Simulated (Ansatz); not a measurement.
SnSe

Input

```
crystal:
  lattice:
    - [3.2395070409, 0.0, 0.0]
    - [-1.6197535204, 2.8054953931, 0.0]
    - [0.0, 0.0, 5.6375963792]
  atoms:
    - { symbol: Sn, position: [0.0, 0.0, 0.0] }
    - { symbol: Se, position: [0.0, 0.0, 0.5] }
basis:
  ecutwfc: 420
kpoints:
  mp_grid: { grid: [18, 18, 10] }
hamiltonian:
  xc: pbe
scf:
  occupations: { method: gaussian, width: 0.1 }
output:
  forces: true
  stress: true
  eigenvalues: true
  write_density: true
  write_potential: true
  elf: true
  volumetric_format: npy
relax:
  adjacent_minimum: "off"
  f_tol: 0.01
  max_steps: 80
  cell: { stress_tol: 0.05 }
```

Run with:

```sh
ansatz run input.yaml --threads 1 --pin off --max-ram 2560MiB --backend cpu --events-out ev --progress --plain --runs-dir out
```

Below, planes, directions and counts refer to the conventional cell (a = 3.22 Å, b = 3.22 Å, c = 5.75 Å, α = 90.00°, β = 90.00°, γ = 120.00°).

The fields are those of the run's last geometry, not of the input's.

Space group P6/mmm; a structure generated by program, which may or may not match a known phase.

These are results of Ansatz 0.2.0, DFT PBE, scalar-relativistic, plane waves, PAW, not measurements.

The density is the valence pseudo-density of a PAW calculation; it isn't the true density close to the nuclei.

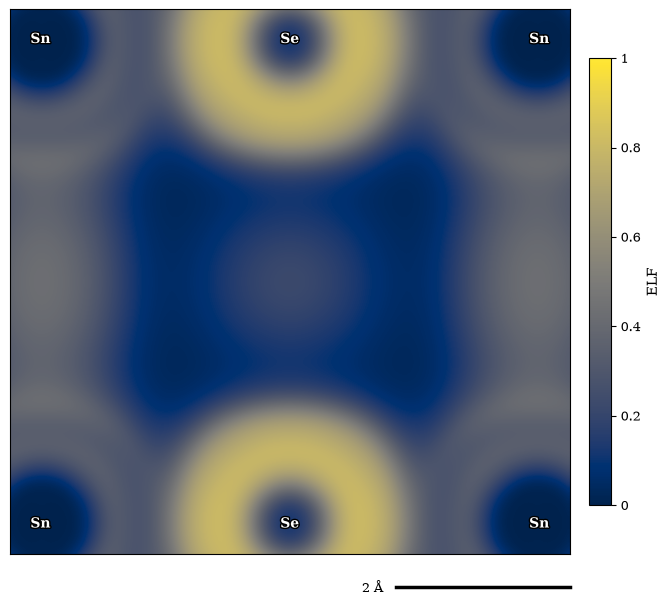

Figure 1. ELF on the (110) plane of the conventional cell.

Describe what can be read from this map.

Answer.
- The section cuts through Sn and Se sites.
- Sn–Se (2.87 Å): the ELF is about 0.45 at the midpoint and 0.30 at its lowest between the atoms.
- The ELF also peaks beside Se, away from the bonds: lone-pair regions.

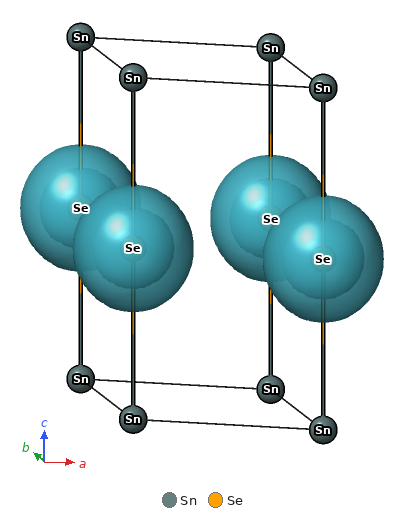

Figure 2. Isosurface of the electron localisation function at 0.75 (cyan), seen slightly off an axis. Core shells and regions of very low density are left out. Sticks mark near contacts.

What do the ELF domains correspond to?

Answer. The ELF exceeds this value in one region wrapped around Se (its valence shell), counted in one cell of 2 atoms. Any copies at cell faces, edges or corners count once.

Does the calculation give a band gap?

Answer. It is metallic or semimetallic at this level of theory: no gap opens.
